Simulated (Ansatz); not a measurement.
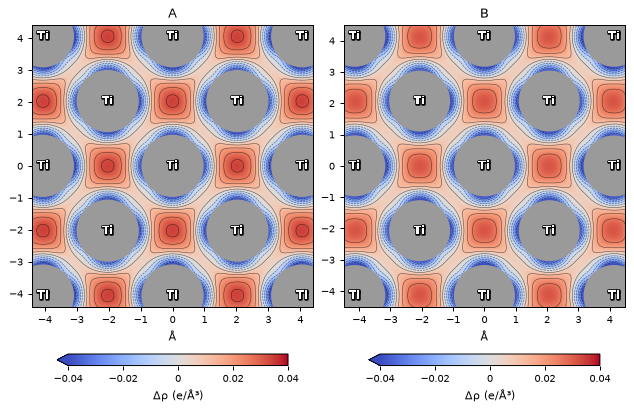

Ti: deformation density on the (100) plane of the conventional cell at two volumes, with the same fractional coordinates and one colour scale. Grey discs cover the cores. Panel B has 106 % of the volume of panel A.

Space group Fm-3m. This isn't the usual form at ambient conditions.

Method: DFT PBE, scalar-relativistic, plane waves, PAW in Ansatz.

What changes between the database cell and the scaled one?

From A to B, Ti–Ti goes from 2.87 to 2.93 Å, and Δρ at its midpoint from +0.006 to +0.007 e/Å³.
- The pressure is 4.3 GPa in A and −2.1 GPa in B.
- The rearranged charge is 0.16 e an atom in A and 0.17 e in B.
